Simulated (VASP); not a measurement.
**NaH: density, localisation and related maps**

```
Na H
1.0
     5.19384    0.00000    0.00000
     0.00000    0.00000   -5.19384
     0.00000    5.19384    0.00000
Na H
4 4
Direct
  0.50000 0.50000 0.00000
  0.00000 0.50000 0.50000
  0.00000 0.00000 0.00000
  0.50000 0.00000 0.50000
  0.25000 0.75000 0.25000
  0.75000 0.75000 0.75000
  0.75000 0.25000 0.25000
  0.25000 0.25000 0.75000
```

Space group F-43m; a generated structure, not necessarily the stable one.

Method: VASP 6.6.1, Kohn-Sham DFT of a periodic cell, PBE, VASP PAW PBE potentials, recommended.

The density is the valence pseudo-density of a PAW calculation; it isn't the true density close to the nuclei.

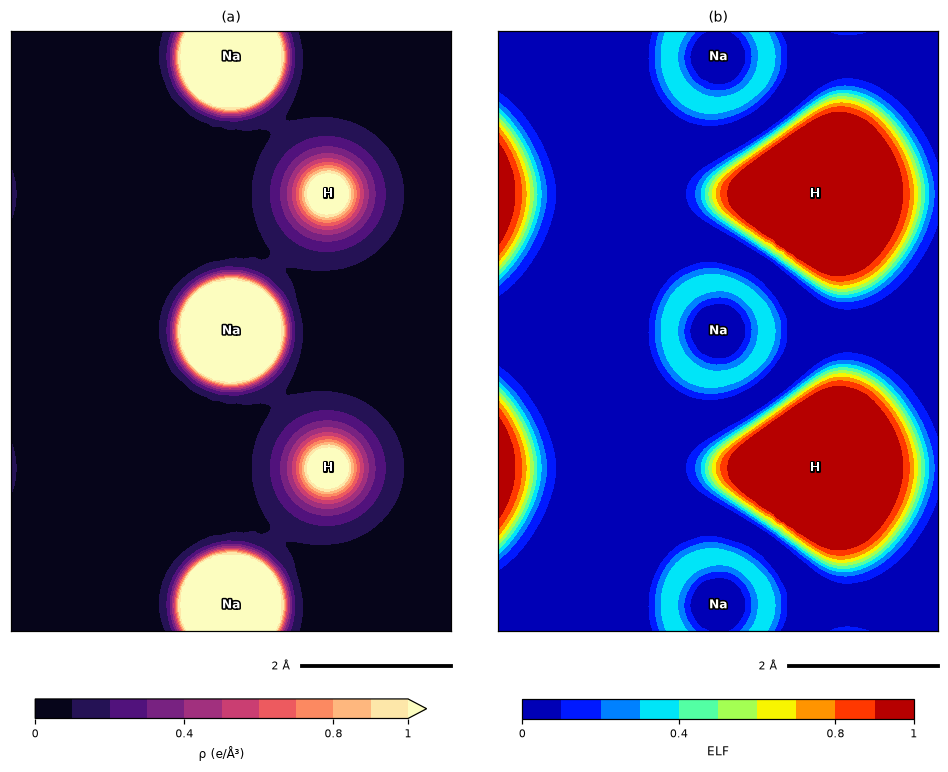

Figure 1. (a) valence pseudo-density; (b) ELF on the (110) plane of the conventional cell.

**Interpret the plot.**

The section cuts through Na and H sites. Na–H (2.25 Å): ρ is about 0.1 e/Å³ halfway; the ELF climbs to about 1 towards the hydrogen; a hydride-like H with a filled shell, bound largely ionically. Between the atoms the lowest density in this plane is 0.008 e/Å³.

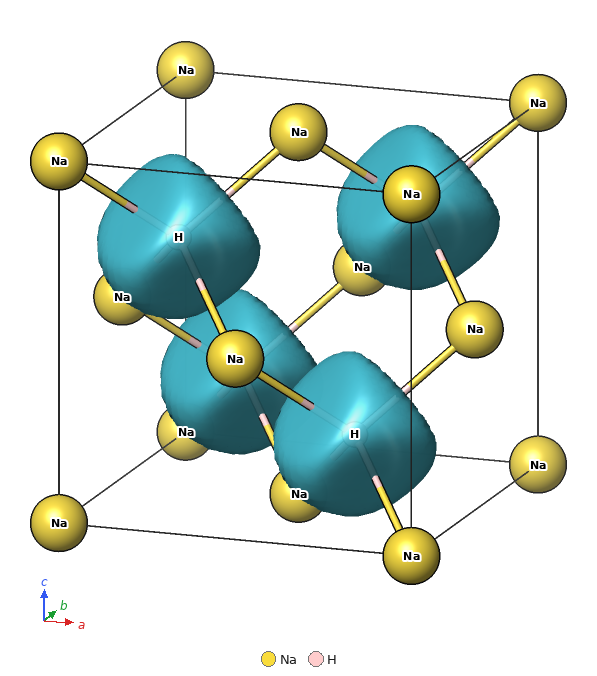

Figure 2. Isosurface of the electron localisation function at 0.9 (cyan), seen slightly off an axis. Core shells and regions of very low density are left out. Sticks mark near contacts.

**Describe the localisation domains.**

The surface consists of four regions around hydrogen nuclei, counted in one cell of 8 atoms. Regions shared between cells count once.

**Metal or insulator at this level of theory?**

It is gapped, with a Kohn–Sham gap of 3.6 eV on the k-point mesh, an upper bound to the gap of this method.
